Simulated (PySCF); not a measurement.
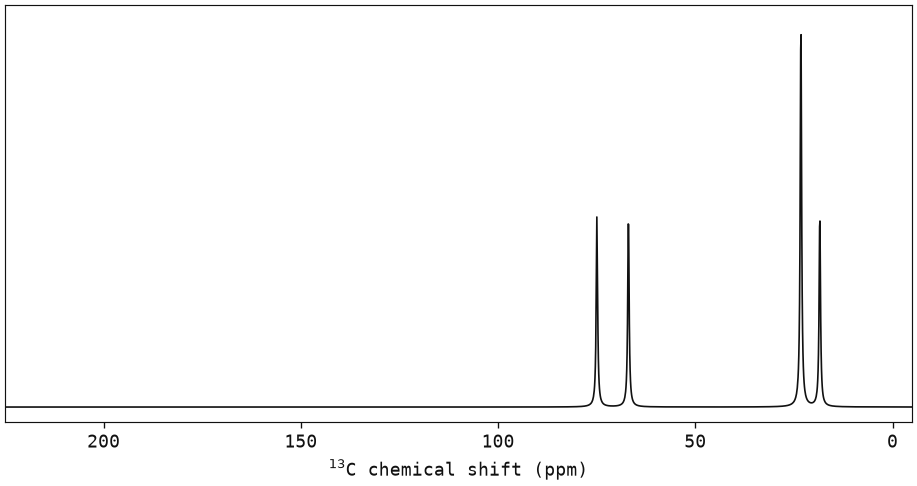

GIAO shifts, B3LYP/pcSseg-1, PySCF 2.14.0, at a PBE0-D3(BJ)/def2-SVP geometry (no frequency check), against TMS for ¹³C computed at the same level. Gas phase, fully decoupled, line heights follow the number of nuclei, widths are arbitrary (no quadrupolar broadening); values of one conformer, averaged over nuclei that symmetry or rotation about single bonds exchange, these motions taken as fast; other conformers aren't averaged in.

Which molecule was computed?
A. C₃H₁₄Si₃, SMILES CCC([SiH3])([SiH3])[SiH3]
B. C₇H₈O, SMILES OCc1ccccc1
C. C₅H₁₂O (i-PrOEt), SMILES CCOC(C)C
D. C₄H₁₂SSi, SMILES CC(C)CS[SiH3]

Answer. C. Its ¹³C signals: 74.9 (1 C), 67.0 (1 C), 23.2 (2 C), 18.4 (1 C) ppm.
